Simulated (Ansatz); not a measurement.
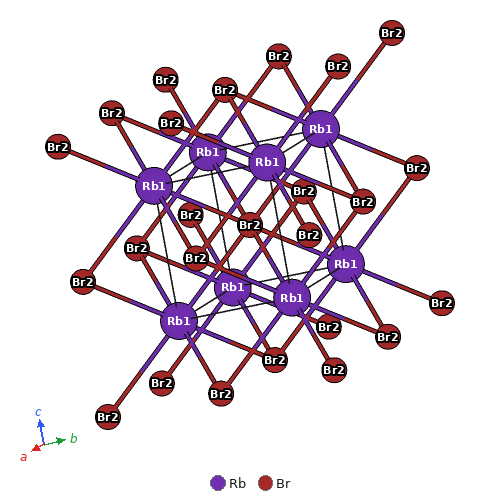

The system is RbBr (Fm-3m, No. 225; 2 atoms in the cell); the picture shows the reference structure. The cell is strained homogeneously, by one strain along x and y and another along z, with fractional coordinates fixed (x, y and z along the cube axes). First axis: strain along x and y. Second axis: strain along z. The scan uses a 5 × 5 grid. At 6 points there is no value. All energies are given in meV/atom relative to the unstrained cell. The reference cell is the one listed in the database, not relaxed at this level. The calculation used DFT LDA, scalar-relativistic, plane waves, PAW in Ansatz 0.2.0. Settings: cutoff 420 eV, k-mesh 6×6×6, gaussian smearing 0.05 eV, no spin polarisation.

Its coordinates:

```yaml
crystal:
  lattice:
    - [0.00000, 3.42750, 3.42750]
    - [3.42750, 0.00000, 3.42750]
    - [3.42750, 3.42750, 0.00000]
  atoms:
    - { symbol: Rb, position: [0.00000, 0.00000, 0.00000] }
    - { symbol: Br, position: [0.50000, 0.50000, 0.50000] }
```

Range: strain along x and y from −8 to 8 %; strain along z from −8 to 8 %.

Question: Predict the map.

Answer: The lowest grid point is at strain along x and y = −4 %, strain along z = 0 %, −8 meV/atom from the unstrained cell. The highest grid point, strain along x and y = 8 %, strain along z = 8 %, lies 147 meV/atom above the lowest. The gap on the k-mesh is 4.1 eV at the lowest point and runs from 3.5 to 4.7 eV over the map.

| strain along z ↓, strain along x and y → | −8 | −4 | 0 | 4 | 8 |
| --- | --- | --- | --- | --- | --- |
| 8 | 58 | 25 | 40 | 82 | 138 |
| 4 | 42 | – | 17 | – | – |
| 0 | 31 | −8 | 0 | 36 | 85 |
| −4 | 33 | – | −5 | – | – |
| −8 | 57 | 11 | 12 | 40 | 82 |

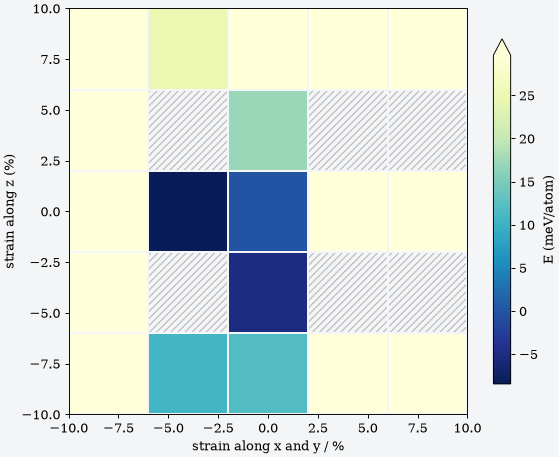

In the figure: one coloured cell a grid point, one colour for all values above the top of the scale, hatched blanks where no value was computed.
